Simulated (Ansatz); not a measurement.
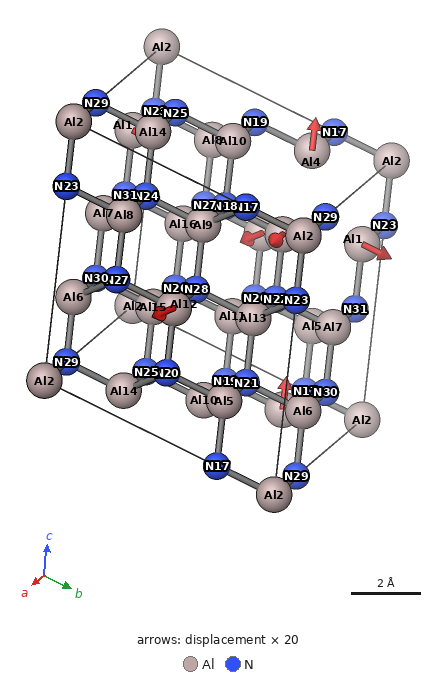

This is a relaxation of a defect cell of composition Al16N15 (cell charge +1). The starting structure is drawn; red arrows show the displacements, magnified 20 times.

The picture is a ball-and-stick view of the cell of the calculation, seen slightly off an axis.

Case: N vacancy (site c), charge +1, atoms relaxed at the host's cell.

Computed with DFT PBE, scalar-relativistic, plane waves, PAW (Ansatz). Settings: plane-wave cutoff 420 eV; k-point mesh 4 × 4 × 4; occupations gaussian; smearing width 0.01 eV; mesh shifted by (0.5, 0.5, 0.5); no spin polarisation; atoms relaxed in a fixed cell; force threshold 0.025 eV/Å; at most 45 steps.

Describe the change and its energy.

After 3 geometry steps the energy has fallen by 0.104 eV per cell of the calculation. The largest force component goes from 0.5 to 0.0014 eV/Å. The largest moves, 0.050 Å, are those of Al atoms. Largest moves by element: Al 0.050 Å, N 0.008 Å. The cell doesn't change. Near-neighbour distances that change, for instance: Al–N 1.904 → 1.885 Å. Cost: 35 s on 4 threads of Arm Neoverse V1 (shared host), peak memory 0.91 GiB.

Limits of the set-up: the periodic images lie only 7.6 Å apart, so the values are limited by the cell's size; the cell is charged, on a uniform background, and energies carry no finite-size correction.
